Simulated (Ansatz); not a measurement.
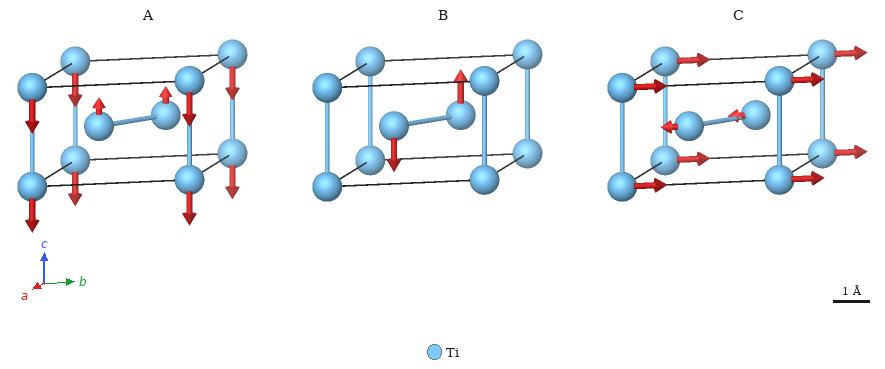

Three optical modes of a crystal of Ti relaxed at 5 GPa at the zone centre, in no order (one member of each degenerate set). The red arrows are the displacements of the atoms (eigenvector over the root of the mass), of arbitrary overall length and sign. Style: ball-and-stick. Shown: the cell of the calculation, slightly off an axis.

Computed with DFT PBE, scalar-relativistic, plane waves, PAW (Ansatz). (plane-wave cutoff 420 eV; k-point mesh 12 × 12 × 14; occupations fermi dirac; smearing width 0.15 eV; target pressure 5 GPa; no spin polarisation)

The frequencies depend somewhat on the k-mesh and the smearing.

Rank the modes by frequency, softest first.

B (125 cm⁻¹), C (180 cm⁻¹), A (223 cm⁻¹). B, B₁g: The Ti (1a) atoms stay at rest; all motion is along c; atoms of one kind move against one another, with no net shift of their sublattice. C, E₁u: The Ti (1a) sublattice moves against the Ti (2d) sublattice, along b. A, A₂u: The Ti (1a) sublattice moves against the Ti (2d) sublattice, along c. The crystal is metallic in this run.
